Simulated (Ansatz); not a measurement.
Sc5AlN6

```
Sc Al N
1.0
     3.14712    0.00000    0.00000
    -1.57356    2.72549    0.00000
     0.00000    0.00000   15.36179
Sc Al N
5 1 6
Direct
  0.33333 0.66667 0.84126
  0.66667 0.33333 0.67052
  0.00000 0.00000 0.50000
  0.33333 0.66667 0.32948
  0.66667 0.33333 0.15874
  0.00000 0.00000 0.00000
  0.66667 0.33333 0.92632
  0.00000 0.00000 0.75584
  0.33333 0.66667 0.58527
  0.66667 0.33333 0.41473
  0.00000 0.00000 0.24416
  0.33333 0.66667 0.07368
```

Space group P-3m1; a structure generated by program, which may or may not match a known phase.

The calculation used Ansatz, DFT PBE, scalar-relativistic, plane waves, PAW.

**What can the converged valence pseudo-density and electron localisation function tell about the bonding?**

Al–N (2.14 Å): the density is about 0.43 e/Å³ at the midpoint; the ELF peaks at about 0.85 in the valence shell of N, 0.7 Å from its nucleus, and is about 0.80 at the midpoint.
Sc–N (2.24 Å): the density is about 0.41 e/Å³ at the midpoint; the ELF peaks at about 0.80 in the valence shell of N, 0.7 Å from its nucleus, and is about 0.20 at the midpoint; no localised pair shows between them.

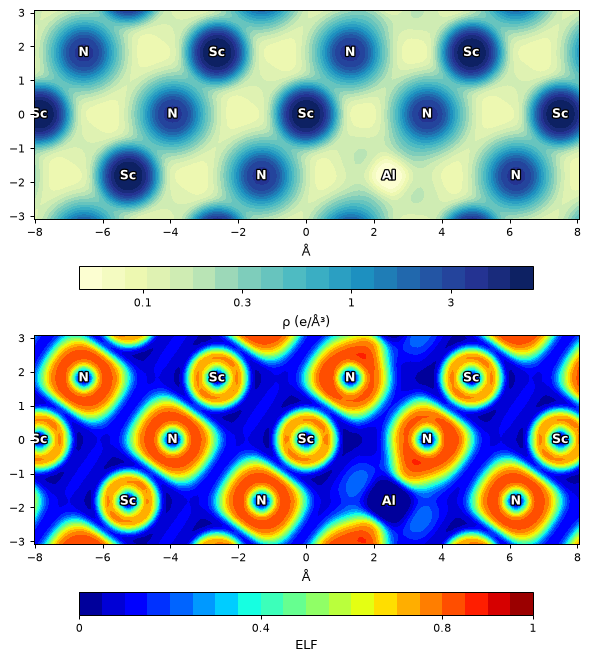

Computed valence pseudo-density and electron localisation function on the (110) plane of the conventional cell, in this order. 
